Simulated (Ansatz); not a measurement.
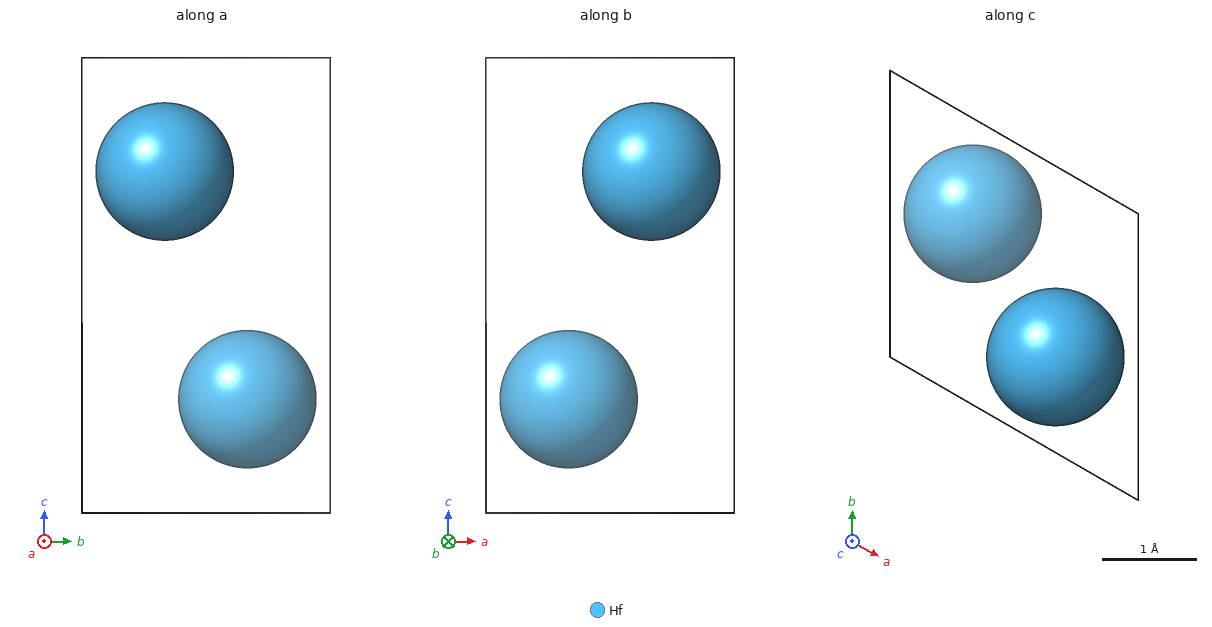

The crystal in a spheres-only representation, seen along the a axis, along the b axis and along the c axis. Atoms at the boundary of the conventional unit cell (the box) are drawn once for each face, edge or corner they touch.

Lattice parameters: a = 3.0748 Å, b = 3.0748 Å, c = 4.8853 Å, α = 90.000°, β = 90.000°, γ = 120.000°.

> Reconstruct the structure as a CIF with its space group and independent sites.

```cif
data_structure
_symmetry_space_group_name_H-M 'P 63/m m c'
_symmetry_Int_Tables_number 194
_cell_length_a 3.0748
_cell_length_b 3.0748
_cell_length_c 4.8853
_cell_angle_alpha 90.000
_cell_angle_beta 90.000
_cell_angle_gamma 120.000
_cell_volume 40.00
loop_
_atom_site_label
_atom_site_type_symbol
_atom_site_symmetry_multiplicity
_atom_site_Wyckoff_symbol
_atom_site_fract_x
_atom_site_fract_y
_atom_site_fract_z
_atom_site_occupancy
Hf1 Hf 2 c 0.6667 0.3333 0.7500 1
```

Its origin is a structure type filled with this element by a generator (whether the element takes this form wasn't checked). Earlier steps of the study may have refined or changed the cell and positions. It was run through Ansatz as a DFT input.

At this level of theory the cell isn't at rest (compressed, at 5 GPa), so its distances can differ from those at equilibrium, the more so the softer the solid.
